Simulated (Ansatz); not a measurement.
# Al₃GaAs₄: what the fields show

```
CELL_PARAMETERS angstrom
5.67601 0.00000 0.00000
0.00000 5.67601 0.00000
0.00000 0.00000 11.35208
ATOMIC_POSITIONS crystal
Al 0.00000 0.50000 0.25000
Al 0.50000 0.00000 0.75000
As 0.24986 0.75014 0.37480
As 0.74986 0.25014 0.87480
Al 0.00000 0.00000 0.50000
Al 0.50000 0.50000 0.00000
As 0.24986 0.24986 0.62520
As 0.74986 0.74986 0.12520
Al 0.50000 0.00000 0.25000
Al 0.00000 0.50000 0.75000
As 0.75014 0.24986 0.37480
As 0.25014 0.74986 0.87480
Ga 0.00000 0.00000 0.00000
Ga 0.50000 0.50000 0.50000
As 0.25014 0.25014 0.12520
As 0.75014 0.75014 0.62520
```

Space group I-42m; started from the ordered alloy on zincblende lattice prototype, which need not be the ambient phase.

Theory: DFT, HSE06, plane waves, PAW (Ansatz).

The density is the valence pseudo-density of a PAW calculation; it isn't the true density close to the nuclei.

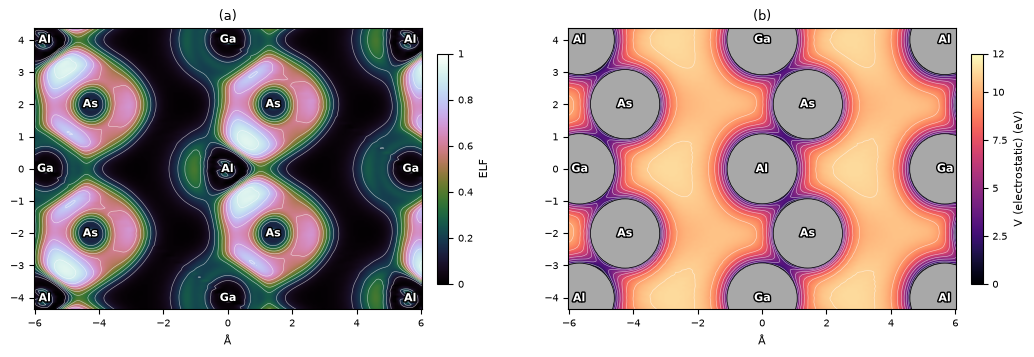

Figure 1. (a) electron localisation function; (b) electrostatic potential energy of an electron on the (11̄0) plane of the conventional cell. Grey discs cover the atomic cores in the potential map.

> What do the fields say about this system?

- The section cuts through Al, As and Ga sites.
- Al–As (2.46 Å): the ELF peaks at about 0.95 between the atoms: a covalent bond.
- Ga–As (2.46 Å): the ELF peaks at about 0.80 between the atoms (a covalent bond).
- The features right at Ga lie inside the PAW spheres, where the map follows smoothed inner orbitals and isn't to be read closely.
- Outside the cores the potential energy rises away from the atoms and is highest about 2.4 Å from the nearest atoms; its zero is arbitrary.

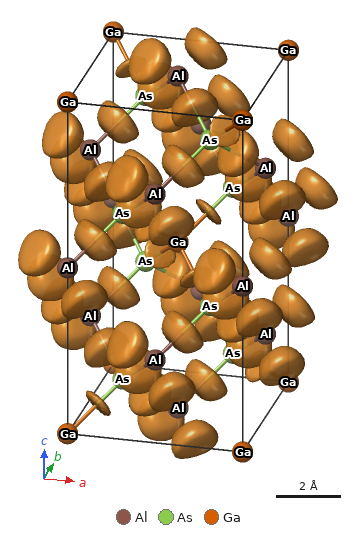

Figure 2. Isosurface of the electron localisation function at 0.75 (orange), seen at an oblique angle. Only the valence region is drawn (cores and ρ < 0.01 e/Å³ removed). Sticks mark near contacts.

> Describe the localisation domains.

The surface consists of 24 regions between bonded Al–As atoms (shared pairs) and eight regions between bonded As–Ga atoms (shared pairs), counted in one cell of 16 atoms. Regions shared between cells count once.

> Does the calculation make it a metal, or give it a gap?

It is gapped, with a Kohn–Sham gap of 2.1 eV on the k-point mesh (the band edges may lie off the mesh, which would make the gap smaller).
